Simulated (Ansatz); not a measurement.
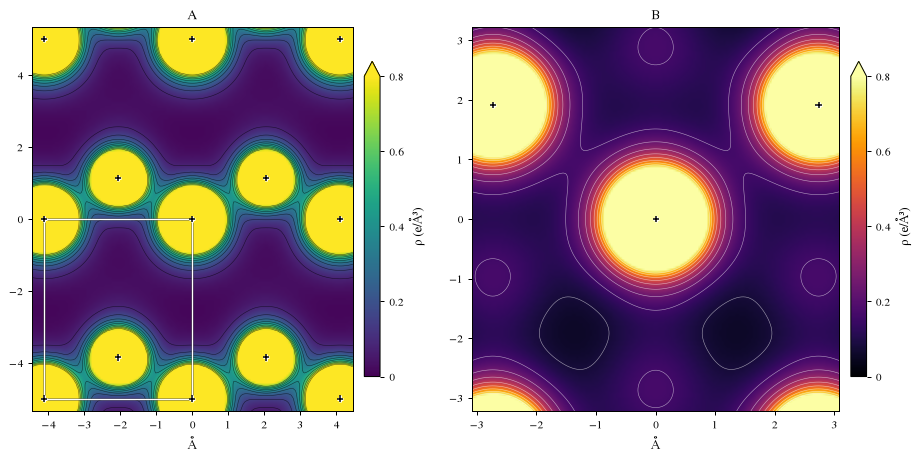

The valence electron density of 2 systems, each on a plane through atoms (crosses mark nuclei in the plane).

All numbers below come from DFT PBE+D3(BJ), scalar-relativistic, plane waves, PAW (Ansatz).

System 1: PbO, the (100) plane of the conventional cell. Space group Pmmn; changed on purpose from its base cell (uniaxial strain along a, b, c and atoms relaxed: -2.0 %).

```
Pb O
1.0
     3.95327    0.00000    0.00000
     0.00000    4.11376    0.00000
     0.00000    0.00000    4.99487
Pb O
2 2
Direct
  0.00000 0.50000 0.23761
  0.50000 0.00000 0.76239
  0.00000 0.00000 0.00890
  0.50000 0.50000 0.99110
```

System 2: Sb, the (010) plane of the calculation cell. Space group P6₃/mmc.

```yaml
crystal:
  lattice:
    - [0.00000, 0.00000, -5.46569]
    - [-4.98028, -2.87536, 0.00000]
    - [0.00000, 5.75073, 0.00000]
  atoms:
    - { symbol: Sb, position: [0.75000, 0.66667, 0.66667] }
    - { symbol: Sb, position: [0.75000, 0.00000, 0.33333] }
    - { symbol: Sb, position: [0.75000, 0.33333, 0.00000] }
    - { symbol: Sb, position: [0.25000, 0.33333, 0.33333] }
    - { symbol: Sb, position: [0.25000, 0.66667, 0.00000] }
    - { symbol: Sb, position: [0.25000, 0.00000, 0.66667] }
```

### Which map belongs to which system?

Panel A is system 1, PbO: the plane holds Pb and O. Pb–O (2.35 Å): the density is about 0.43 e/Å³ at the midpoint. Panel B is system 2, Sb: the plane holds Sb. Sb–Sb (3.34 Å): the density is about 0.17 e/Å³ at the midpoint.
